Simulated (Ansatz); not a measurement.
# Geometry relaxation of AlCu$_{5}$ (part 1 of 2)

The run: geometry relaxation of AlCu$_{5}$ (Pmmm, 6 atoms in the cell). Method and program: DFT PBE, scalar-relativistic, plane waves, PAW, no spin polarisation (Ansatz 0.2.0).

The structure was made by a generator, so it may or may not be a known phase.

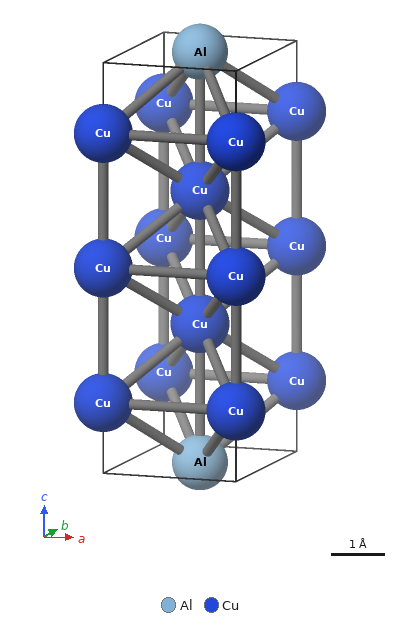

**Figure 1.** The starting structure (ball-and-stick view of the cell of the calculation, seen slightly off an axis). An atom can appear more than once, as a periodic image. Near neighbours in the periodic cell (some may lie outside the picture): Al has 2 Al at 2.69 Å and 10 Cu at 2.59 to 2.69 Å; Cu has 4 Al at 2.59 Å and 8 Cu at 2.56 to 2.75 Å; Cu has 1 Al at 2.69 Å and 11 Cu at 2.54 to 2.69 Å; Cu has 12 Cu at 2.54 to 2.69 Å.

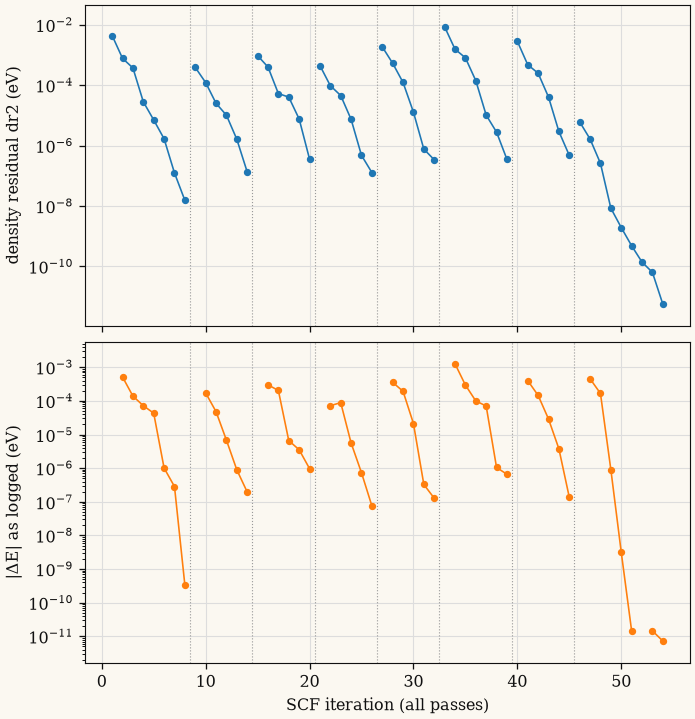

**Figure 2.** Convergence of the self-consistent field: density residual dr2 and size of the energy change against the SCF iteration. The dotted lines part the SCF passes of the relaxation: geometry steps, rejected trials and re-solves on a re-selected basis. The 8 passes take 6 to 9 iterations each, 54 in all.

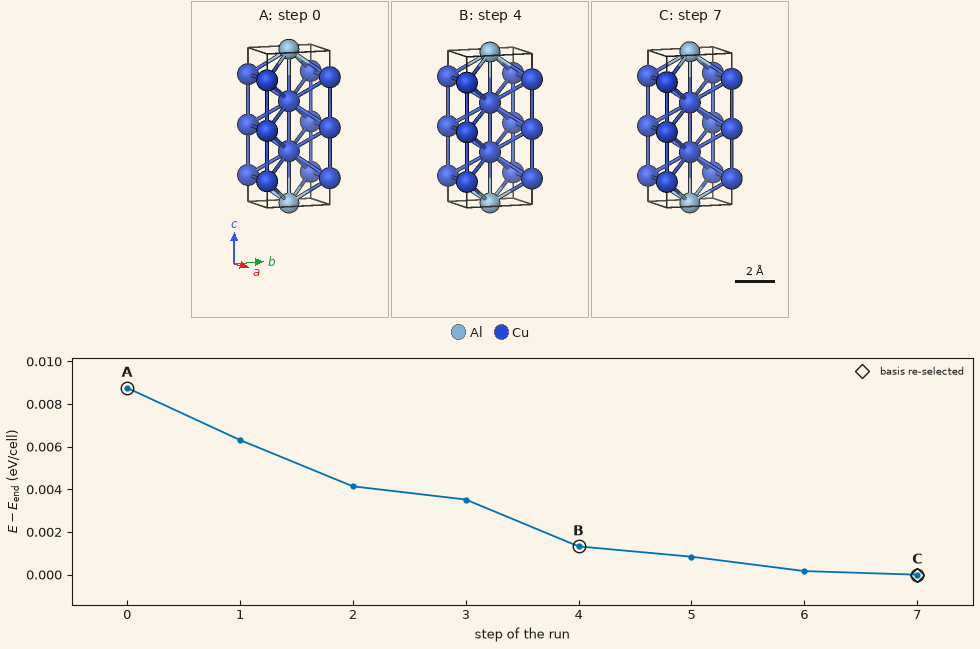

**Figure 3.** Frames of the relaxation (ball-and-stick view of the cell of the calculation, seen slightly off an axis) above the curves, on which the letters mark them (the first geometry is step 0 here and step 1 in the log).

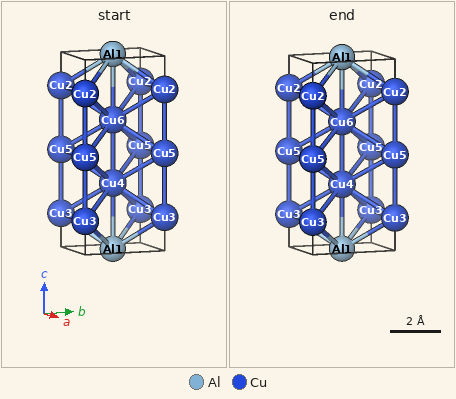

**Figure 4.** Before (left) and after (right) the relaxation, at one scale (ball-and-stick view of the cell of the calculation, seen slightly off an axis). The largest moves relative to the cell, 0.014 Å, are those of Cu2 and Cu3. Al stays in place. The drawn cell changes as follows: a 2.690 → 2.655 Å (−1.3 %), b 3.458 → 3.576 Å (+3.4 %), c 7.970 → 7.835 Å (−1.7 %); the volume changes by +0.3 %. Among the contacts that change: Cu2–Cu3 2.746 → 2.670 Å, Al1–Cu4 2.692 → 2.635 Å, Cu2–Cu2 2.690 → 2.655 Å, Al1–Al1 2.690 → 2.655 Å. The space group stays Pmmm (No. 47). The energy falls by 8.6 meV per cell of the calculation in 6 geometry steps. The largest force component goes from 0.074 to 0.0012 eV/Å. Pressure: 0.43 GPa at the start and 0.00 GPa at the end. A last SCF at the same geometry on a re-selected plane-wave basis shifts the energy by −0.2 meV per cell of the calculation. (Atoms are counted from 1 in the order of the input.)

The input that produced these results follows, with the program's output.

## Input file
```yaml
crystal:
  lattice:
    - [2.6902629831, 0.0, 0.0]
    - [0.0, 3.4577221726, 0.0]
    - [0.0, 0.0, 7.9703809715]
  atoms:
    - { symbol: Al, position: [0.5, 0.5, 0.0] }
    - { symbol: Cu, position: [0.0, 0.0, 0.8277678074] }
    - { symbol: Cu, position: [0.0, 0.0, 0.1722321926] }
    - { symbol: Cu, position: [0.5, 0.5, 0.3377309105] }
    - { symbol: Cu, position: [0.0, 0.0, 0.5] }
    - { symbol: Cu, position: [0.5, 0.5, 0.6622690895] }
basis:
  ecutwfc: 420
kpoints:
  mp_grid: { grid: [14, 12, 6] }
hamiltonian:
  xc: pbe
scf:
  occupations: { method: gaussian, width: 0.1 }
output:
  forces: true
  stress: true
  eigenvalues: true
relax:
  adjacent_minimum: "off"
  f_tol: 0.01
  max_steps: 80
  cell: { stress_tol: 0.05 }
```

Launch command:
```bash
ansatz run input.yaml --threads 1 --pin off --max-ram 2560MiB --backend cpu --events-out ev --progress --plain --runs-dir out
```

## The program's output
```
Engine: ansatz 0.2.0, x86_64-unknown-linux-gnu
Pseudopotentials: kind: paw
Pseudopotential: Al, paw, valence charge 3, recommended cutoff 420 eV (normal), Al.paw.azcp
Pseudopotential: Cu, paw, valence charge 19, recommended cutoff 420 eV (normal), Cu.paw.azcp
Functional definition: PBE
  parameter kappa = 0.804
  parameter beta = 0.06672455060314922
  exchange = pbe_x(kappa = kappa, mu = beta*pi^2/3)
  correlation = pbe_c(beta = beta)
Crystal: 6 atoms, lattice volume = 74.142 Å³
Basis set: ecut = 420 eV, 1457 PW (Γ), exchange–correlation on 36×48×108 points (8 copies of the dense FFT grid, shifted against one another)
Bands: 59, of which v1, the nominal top of the filled ones, is band 49 counted from 1 (48 counted from 0)
Symmetry: 8 space group operations
Space group: Pmmm (ITA 47), of the structure as read, at distance tolerance 4.2e-5 Å
k-points: 224 of 1008
Non-local potential: Al, projectors of the file, l = 0: 2, l = 1: 2, l = 2: 1
Non-local potential: Cu, projectors of the file, l = 0: 3, l = 1: 2, l = 2: 3, l = 3: 1
PAW form: soft (Blöchl's): semilocal exchange-correlation on the pseudo side does not see the compensation charge
PAW one-centre angular grid: Al, 110 points (default); XC on 64 Gauss nodes
PAW one-centre angular grid: Cu, 590 points (default); XC on 64 Gauss nodes
Initial density: superposition of atomic densities (neutral atoms: chi_scale 0, normalization atom), corrected by the library's trained network
Initial wavefunctions: pseudopotential atomic-orbital guess
Functional: x = pbe(κ = 0.804, μ = 0.2195149727645171), c = pbe(β = 0.06672455060314922)
SCF iter   1: F=—  HF=-33663.905221 eV  |F-HF|=—  |Δ(HF+E_count)|=         —  Δρ=2.81e-3  dr2=4.43e-3  ethr=1.77e-3  ⟨swp⟩=5.2  Hψ=45996  notcnv=0  defer=140
preconditioner: auto → Kerker (q_TF=auto, 2.858 Å⁻¹)  [metal: Δε(μ)=0.030 eV  Ē_g=9.130 eV  σ=0.100 eV  W_gap=0.16  n_scr=26 (ndim 8)  ℏωp=32.8 eV  f_vac=0.001  D(μ)=1.50/eV (n_scr^D=6)]
SCF iter   2: F=—  HF=-33663.904707 eV  |F-HF|=—  |Δ(HF+E_count)|=   5.14e-4  Δρ=9.95e-4  dr2=7.79e-4  ethr=4.52e-6  ⟨swp⟩=2.3  Hψ=22001  notcnv=0  defer=198
SCF iter   3: F=—  HF=-33663.904569 eV  |F-HF|=—  |Δ(HF+E_count)|=   1.39e-4  Δρ=6.82e-4  dr2=3.74e-4  ethr=7.95e-7  ⟨swp⟩=2.5  Hψ=20517  notcnv=0  defer=198
SCF iter   4: F=—  HF=-33663.904497 eV  |F-HF|=—  |Δ(HF+E_count)|=   7.21e-5  Δρ=1.71e-4  dr2=2.84e-5  ethr=3.82e-7  ⟨swp⟩=2.2  Hψ=17657  notcnv=0  defer=198
SCF iter   5: F=—  HF=-33663.904453 eV  |F-HF|=—  |Δ(HF+E_count)|=   4.32e-5  Δρ=1.03e-4  dr2=7.12e-6  ethr=2.89e-8  ⟨swp⟩=2.0  Hψ=18848  notcnv=0  defer=198
SCF iter   6: F=—  HF=-33663.904452 eV  |F-HF|=—  |Δ(HF+E_count)|=   1.01e-6  Δρ=6.25e-5  dr2=1.69e-6  ethr=7.27e-9  ⟨swp⟩=2.0  Hψ=18454  notcnv=0  defer=198
SCF iter   7: F=—  HF=-33663.904452 eV  |F-HF|=—  |Δ(HF+E_count)|=   2.85e-7  Δρ=9.78e-6  dr2=1.25e-7  ethr=1.72e-9  ⟨swp⟩=2.0  Hψ=18417  notcnv=0  defer=198
SCF iter   8: F=-33663.904452 eV  HF=-33663.904452 eV  |F-HF|=1.51e-8  |Δ(HF+E_count)|=  3.35e-10  Δρ=5.06e-6  dr2=1.55e-8  ethr=1.02e-10  ⟨swp⟩=7.9  Hψ=50629  notcnv=0
SCF 1 converged in 8 iterations: F = -33663.904452 eV  dr2 = 1.55e-8
  greatest PAW one-centre occupation: 1.000 electrons in one spin orbital (limit 2), on the Cu atom at site 4 (counted from 0), in its partial waves of l = 0
relax step   1: F+E_penalty+E_count = -33663.90445216 eV  Δ(F+E_penalty+E_count) = +0.000e0 eV  max|allowed force component| = 7.413e-2 eV/Å  Δτ_max = 0.0000 Å  P = +0.435 GPa  Ω = 74.142 Å³  (8 SCF iters, dr2 threshold 1.00e-7 eV, accepted)
Crystal: 6 atoms, lattice volume = 74.249 Å³
Basis set: ecut = 420 eV, 1465 PW (Γ), exchange–correlation on 36×48×108 points (8 copies of the dense FFT grid, shifted against one another)
Initial density: handed on by an earlier stage of this run
Initial wavefunctions: those handed on with the density
iter 1 solved again at ethr=4.30e-7 eV; its pass at ethr=3.10e-3 eV (dr2=4.22e-4 eV) is discarded
SCF iter   1: F=—  HF=-33663.907126 eV  |F-HF|=—  |Δ(HF+E_count)|=         —  Δρ=1.05e-3  dr2=3.90e-4  ethr=4.30e-7  ⟨swp⟩=2.1  Hψ=52751  notcnv=0
preconditioner: auto → Kerker (q_TF=auto, 2.857 Å⁻¹)  [metal: Δε(μ)=0.012 eV  Ē_g=9.109 eV  σ=0.100 eV  W_gap=0.07  n_scr=26 (ndim 8)  ℏωp=32.8 eV  f_vac=0.001  D(μ)=1.59/eV (n_scr^D=6)]
SCF iter   2: F=—  HF=-33663.906953 eV  |F-HF|=—  |Δ(HF+E_count)|=   1.73e-4  Δρ=5.51e-4  dr2=1.23e-4  ethr=3.98e-7  ⟨swp⟩=1.7  Hψ=19030  notcnv=0
SCF iter   3: F=—  HF=-33663.906905 eV  |F-HF|=—  |Δ(HF+E_count)|=   4.80e-5  Δρ=2.17e-4  dr2=2.53e-5  ethr=1.25e-7  ⟨swp⟩=2.0  Hψ=22409  notcnv=0
SCF iter   4: F=—  HF=-33663.906898 eV  |F-HF|=—  |Δ(HF+E_count)|=   6.81e-6  Δρ=6.21e-5  dr2=1.02e-5  ethr=2.58e-8  ⟨swp⟩=2.0  Hψ=20347  notcnv=0
SCF iter   5: F=—  HF=-33663.906897 eV  |F-HF|=—  |Δ(HF+E_count)|=   8.93e-7  Δρ=2.72e-5  dr2=1.63e-6  ethr=1.04e-8  ⟨swp⟩=1.0  Hψ=13220  notcnv=0
SCF iter   6: F=-33663.906897 eV  HF=-33663.906897 eV  |F-HF|=1.57e-7  |Δ(HF+E_count)|=   1.96e-7  Δρ=9.74e-6  dr2=1.35e-7  ethr=6.12e-10  ⟨swp⟩=4.7  Hψ=43297  notcnv=0
SCF 2 converged in 6 iterations: F = -33663.906897 eV  dr2 = 1.35e-7
relax step   2: F+E_penalty+E_count = -33663.90689684 eV  Δ(F+E_penalty+E_count) = -2.445e-3 eV  max|allowed force component| = 4.064e-2 eV/Å  Δτ_max = 0.0059 Å  P = +0.222 GPa  Ω = 74.249 Å³  energy of the carried Pulay correction = -6.804e-5 eV  (6 SCF iters, dr2 threshold 6.00e-7 eV, accepted)
Crystal: 6 atoms, lattice volume = 74.347 Å³
iter 1 solved again at ethr=9.89e-7 eV; its pass at ethr=3.10e-3 eV (dr2=9.69e-4 eV) is discarded
SCF iter   1: F=—  HF=-33663.909586 eV  |F-HF|=—  |Δ(HF+E_count)|=         —  Δρ=1.62e-3  dr2=9.58e-4  ethr=9.89e-7  ⟨swp⟩=2.0  Hψ=64112  notcnv=0
preconditioner: auto → Kerker (q_TF=auto, 2.857 Å⁻¹)  [metal: Δε(μ)=0.004 eV  Ē_g=9.098 eV  σ=0.100 eV  W_gap=0.02  n_scr=26 (ndim 8)  ℏωp=32.8 eV  f_vac=0.001  D(μ)=1.83/eV (n_scr^D=10)]
SCF iter   2: F=—  HF=-33663.909285 eV  |F-HF|=—  |Δ(HF+E_count)|=   3.01e-4  Δρ=9.20e-4  dr2=4.02e-4  ethr=9.77e-7  ⟨swp⟩=1.0  Hψ=13216  notcnv=0
SCF iter   3: F=—  HF=-33663.909081 eV  |F-HF|=—  |Δ(HF+E_count)|=   2.04e-4  Δρ=2.05e-4  dr2=5.31e-5  ethr=4.10e-7  ⟨swp⟩=2.1  Hψ=21955  notcnv=0
SCF iter   4: F=—  HF=-33663.909074 eV  |F-HF|=—  |Δ(HF+E_count)|=   6.61e-6  Δρ=1.33e-4  dr2=4.06e-5  ethr=5.42e-8  ⟨swp⟩=2.0  Hψ=20317  notcnv=0
SCF iter   5: F=—  HF=-33663.909071 eV  |F-HF|=—  |Δ(HF+E_count)|=   3.53e-6  Δρ=5.92e-5  dr2=7.65e-6  ethr=4.14e-8  ⟨swp⟩=1.0  Hψ=13217  notcnv=0
SCF iter   6: F=-33663.909069 eV  HF=-33663.909070 eV  |F-HF|=4.02e-7  |Δ(HF+E_count)|=   9.71e-7  Δρ=1.03e-5  dr2=3.60e-7  ethr=6.12e-10  ⟨swp⟩=3.2  Hψ=48905  notcnv=0
SCF 3 converged in 6 iterations: F = -33663.909069 eV  dr2 = 3.60e-7
relax step   3: F+E_penalty+E_count = -33663.90906923 eV  Δ(F+E_penalty+E_count) = -2.172e-3 eV  max|allowed force component| = 1.199e-2 eV/Å  Δτ_max = 0.0091 Å  P = +0.035 GPa  Ω = 74.347 Å³  energy of the carried Pulay correction = -1.309e-4 eV  (6 SCF iters, dr2 threshold 6.00e-7 eV, accepted)
Crystal: 6 atoms, lattice volume = 74.470 Å³
Basis set: ecut = 420 eV, 1453 PW (Γ), exchange–correlation on 36×48×108 points (8 copies of the dense FFT grid, shifted against one another)
iter 1 solved again at ethr=5.31e-7 eV; its pass at ethr=3.10e-3 eV (dr2=5.21e-4 eV) is discarded
SCF iter   1: F=—  HF=-33663.909856 eV  |F-HF|=—  |Δ(HF+E_count)|=         —  Δρ=8.94e-4  dr2=4.49e-4  ethr=5.31e-7  ⟨swp⟩=2.3  Hψ=53255  notcnv=0
preconditioner: auto → Kerker (q_TF=auto, 2.856 Å⁻¹)  [metal: Δε(μ)=0.007 eV  Ē_g=9.087 eV  σ=0.100 eV  W_gap=0.04  n_scr=26 (ndim 8)  ℏωp=32.8 eV  f_vac=0.001  D(μ)=1.98/eV (n_scr^D=10)]
SCF iter   2: F=—  HF=-33663.909784 eV  |F-HF|=—  |Δ(HF+E_count)|=   7.21e-5  Δρ=3.36e-4  dr2=9.69e-5  ethr=4.58e-7  ⟨swp⟩=2.7  Hψ=18881  notcnv=0
SCF iter   3: F=—  HF=-33663.909695 eV  |F-HF|=—  |Δ(HF+E_count)|=   8.88e-5  Δρ=1.95e-4  dr2=4.58e-5  ethr=9.88e-8  ⟨swp⟩=2.0  Hψ=19477  notcnv=0
SCF iter   4: F=—  HF=-33663.909689 eV  |F-HF|=—  |Δ(HF+E_count)|=   5.61e-6  Δρ=5.04e-5  dr2=7.44e-6  ethr=4.68e-8  ⟨swp⟩=1.5  Hψ=15324  notcnv=0
SCF iter   5: F=—  HF=-33663.909688 eV  |F-HF|=—  |Δ(HF+E_count)|=   7.32e-7  Δρ=1.43e-5  dr2=4.78e-7  ethr=7.59e-9  ⟨swp⟩=1.0  Hψ=13223  notcnv=0
SCF iter   6: F=-33663.909688 eV  HF=-33663.909689 eV  |F-HF|=1.46e-7  |Δ(HF+E_count)|=   7.57e-8  Δρ=1.21e-5  dr2=1.29e-7  ethr=2.28e-10  ⟨swp⟩=4.5  Hψ=44863  notcnv=0
SCF 4 converged in 6 iterations: F = -33663.909688 eV  dr2 = 1.29e-7
relax step   4: F+E_penalty+E_count = -33663.90968842 eV  Δ(F+E_penalty+E_count) = -6.192e-4 eV  max|allowed force component| = 9.023e-3 eV/Å  Δτ_max = 0.0023 Å  P = -0.171 GPa  Ω = 74.470 Å³  energy of the carried Pulay correction = -2.091e-4 eV  (6 SCF iters, dr2 threshold 2.24e-7 eV, accepted)
Crystal: 6 atoms, lattice volume = 74.630 Å³
Basis set: ecut = 420 eV, 1461 PW (Γ), exchange–correlation on 36×48×108 points (8 copies of the dense FFT grid, shifted against one another)
iter 1 solved again at ethr=2.05e-6 eV; its pass at ethr=3.10e-3 eV (dr2=2.01e-3 eV) is discarded
SCF iter   1: F=—  HF=-33663.912458 eV  |F-HF|=—  |Δ(HF+E_count)|=         —  Δρ=2.16e-3  dr2=1.87e-3  ethr=2.05e-6  ⟨swp⟩=2.0  Hψ=66781  notcnv=0
preconditioner: auto → Kerker (q_TF=auto, 2.855 Å⁻¹)  [metal: Δε(μ)=0.015 eV  Ē_g=9.077 eV  σ=0.100 eV  W_gap=0.08  n_scr=22 (ndim 8)  ℏωp=32.7 eV  f_vac=0.001  D(μ)=1.82/eV (n_scr^D=10)]
SCF iter   2: F=—  HF=-33663.912101 eV  |F-HF|=—  |Δ(HF+E_count)|=   3.57e-4  Δρ=1.10e-3  dr2=5.36e-4  ethr=1.91e-6  ⟨swp⟩=1.0  Hψ=13221  notcnv=0
SCF iter   3: F=—  HF=-33663.911908 eV  |F-HF|=—  |Δ(HF+E_count)|=   1.93e-4  Δρ=4.52e-4  dr2=1.24e-4  ethr=5.47e-7  ⟨swp⟩=2.0  Hψ=18562  notcnv=0
SCF iter   4: F=—  HF=-33663.911886 eV  |F-HF|=—  |Δ(HF+E_count)|=   2.13e-5  Δρ=1.39e-4  dr2=1.29e-5  ethr=1.26e-7  ⟨swp⟩=2.0  Hψ=18721  notcnv=0
SCF iter   5: F=—  HF=-33663.911886 eV  |F-HF|=—  |Δ(HF+E_count)|=   3.28e-7  Δρ=2.10e-5  dr2=7.70e-7  ethr=1.31e-8  ⟨swp⟩=1.0  Hψ=13256  notcnv=0
SCF iter   6: F=-33663.911886 eV  HF=-33663.911886 eV  |F-HF|=3.28e-7  |Δ(HF+E_count)|=   1.28e-7  Δρ=1.28e-5  dr2=3.42e-7  ethr=5.72e-10  ⟨swp⟩=5.1  Hψ=54096  notcnv=0
SCF 5 converged in 6 iterations: F = -33663.911886 eV  dr2 = 3.42e-7
relax step   5: F+E_penalty+E_count = -33663.91188575 eV  Δ(F+E_penalty+E_count) = -2.197e-3 eV  max|allowed force component| = 3.202e-2 eV/Å  Δτ_max = 0.0030 Å  P = -0.408 GPa  Ω = 74.630 Å³  energy of the carried Pulay correction = -3.105e-4 eV  (6 SCF iters, dr2 threshold 5.61e-7 eV, accepted)
Crystal: 6 atoms, lattice volume = 74.021 Å³
iter 1 solved again at ethr=9.08e-6 eV; its pass at ethr=3.10e-3 eV (dr2=8.90e-3 eV) is discarded
```
